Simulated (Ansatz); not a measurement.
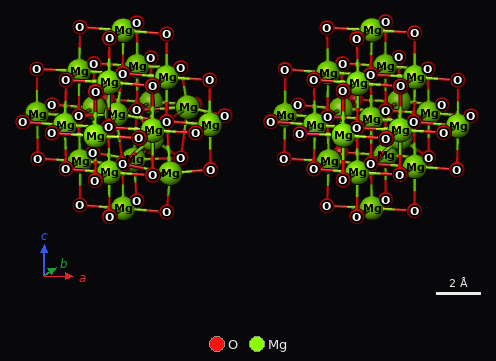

Two geometries of a defect cell of composition O$_{32}$Mg$_{33}$ (cell charge +1), drawn at one scale. One is the start of a relaxation, the other its converged end. A ball-and-stick model of the atoms within 5.0 Å of the atom that moves most (axes of the cell of the calculation (origin shifted)), seen slightly off an axis.

Level of theory: DFT, PBEsol, PAW, plane waves in Ansatz 0.2.0. (plane-wave cutoff 420 eV; k-point mesh 1 × 1 × 1; mesh shifted by (0.25, 0.25, 0.25); collinear spin; atoms relaxed in a fixed cell; force threshold 0.03 eV/Å; at most 80 steps)

Which geometry has the lower energy?

The left one is the relaxed one. The energy falls by 8.064 eV per cell of the calculation in 5 geometry steps. The largest force component goes from 6.2 to 0.019 eV/Å. The largest move is that of a Mg atom, 0.45 Å along [−1 −1 1]. Largest moves by element: Mg 0.45 Å, O 0.09 Å. The cell doesn't change. Some distances before and after: Mg–Mg 1.814 → 2.281 Å, Mg–Mg 1.845 → 2.280 Å, Mg–Mg 1.872 → 2.281 Å, Mg–O 2.086 → 2.413 Å. Among the angles between lasting bonds that change: O–Mg–O 179.6° → 161.5°, O–Mg–O 179.2° → 161.4°, O–Mg–O 178.7° → 161.6°. The run took 6.2 s on 1 × NVIDIA GB300 Max-Q with 8 threads of Arm Neoverse-V2, peak memory 1.7 GiB.

Limits of the set-up: the periodic images lie only 8.4 Å apart, so the values are limited by the cell's size; the cell is charged, on a uniform background, and energies carry no finite-size correction.
